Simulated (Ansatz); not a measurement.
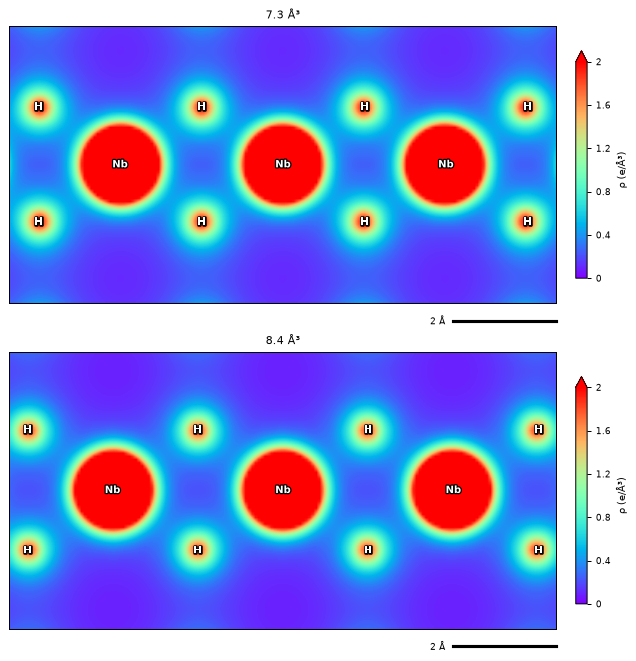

NbH2. The valence pseudo-density of cells scaled evenly to different volumes (given per atom above each panel), on the (100) plane of each (indices in the axes of the cell below), at one length scale and on one colour scale.

All numbers below come from DFT PBEsol, scalar-relativistic, plane waves, PAW in Ansatz.

The density is the valence pseudo-density of a PAW calculation; it isn't the true density close to the nuclei.

The largest cell:

```xyz
6
Lattice="2.3267 2.3267 0.0000 -2.3267 2.3267 0.0000 0.0000 0.0000 4.6535" Properties=species:S:1:pos:R:3 pbc="T T T"
Nb    0.0000    0.0000    0.0000
Nb    0.0000    2.3267    2.3267
H    -1.1634    1.1634    3.4901
H     1.1634    1.1634    3.4901
H     1.1634    1.1634    1.1634
H    -1.1634    1.1634    1.1634
```

| volume (Å³/atom) | Nb–H contact in the plane (Å) | ρ at its midpoint (e/Å³) | pressure (GPa) | 
| --- | --- | --- | --- |
| 7.34 | 1.927 | 0.763 | 9.6 | 
| 7.68 | 1.956 | ? | ? | 
| 8.40 | 2.015 | 0.610 | −14.2 | 

**Estimate the missing row, and compare with the calculation.**

Over the known rows ln ρ falls by 2.54 per Å of Nb–H distance (the line through the two), which gives 0.709 e/Å³ at 1.956 Å; the calculation gives 0.708 e/Å³. For the pressure, a straight line in volume between the neighbouring rows gives 2.0 GPa; the calculation gives 0.0, lower because pressure rises ever faster on compression.
